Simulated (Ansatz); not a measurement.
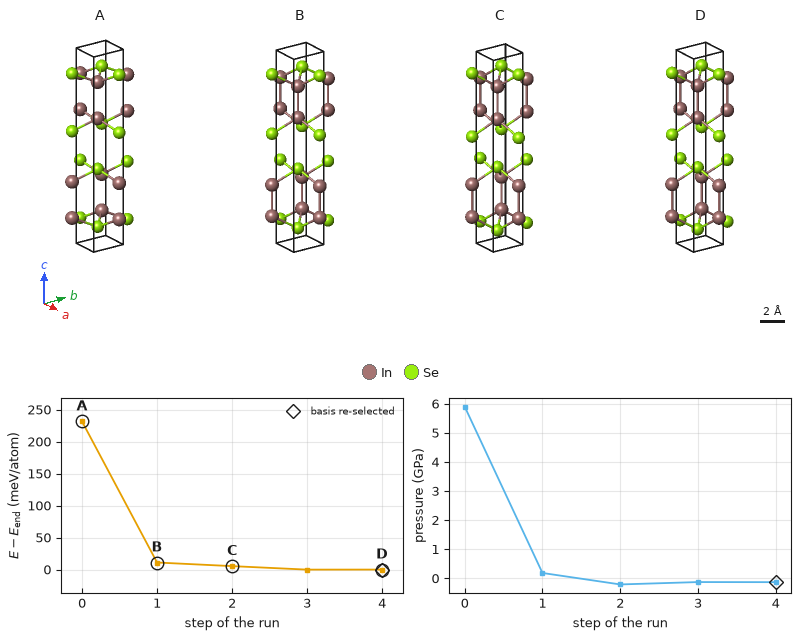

Frames of a relaxation of solid InSe (set up in P6_3/mmc) (coarse preliminary run), marked on the history of the run. The picture is a ball-and-stick view of the cell of the calculation, seen slightly off an axis.

Computed with DFT PBE+D3(BJ), scalar-relativistic, plane waves, PAW (Ansatz 0.2.0). Settings: plane-wave cutoff 420 eV; k-point mesh 6 × 6 × 2; occupations gaussian; smearing width 0.1 eV; no spin polarisation; cell and atoms relaxed; force threshold 0.05 eV/Å; at most 80 steps.

**Describe the path.**

The largest moves relative to the cell, 0.20 Å, are those of Se atoms. By element the largest moves are Se 0.20 Å, In 0.16 Å. The volume changes by −1.3 %, with a = b 4.050 → 4.044 Å (−0.2 %), c 16.930 → 16.762 Å (−1.0 %). Near-neighbour distances that change, for instance: In–In 3.149 → 2.799 Å, In–Se 2.517 → 2.662 Å. Bond angles that change, for instance: In–Se–In 107.1° → 98.9°, Se–In–Se 107.1° → 98.9°. The space group stays P6_3/mmc (No. 194). After 3 accepted moves (4 points after the start) the energy has fallen by 232 meV per atom. The largest force component goes from 2.9 to 0.03 eV/Å. Pressure: 5.90 GPa at the start and −0.13 GPa at the end. At 1 point the geometry stayed and the basis and grid were re-selected for the new cell (energy shift of 0.1 meV per atom at most each time). From step 0 to 1: In atoms move most (0.19 Å), volume +1.4 %, energy −221 meV per atom. From step 1 to 2: Se atoms move most (0.19 Å), volume −5.3 %, energy −5.7 meV per atom. From step 2 to 4: Se atoms move most (0.09 Å), volume +2.7 %, energy −5.4 meV per atom.
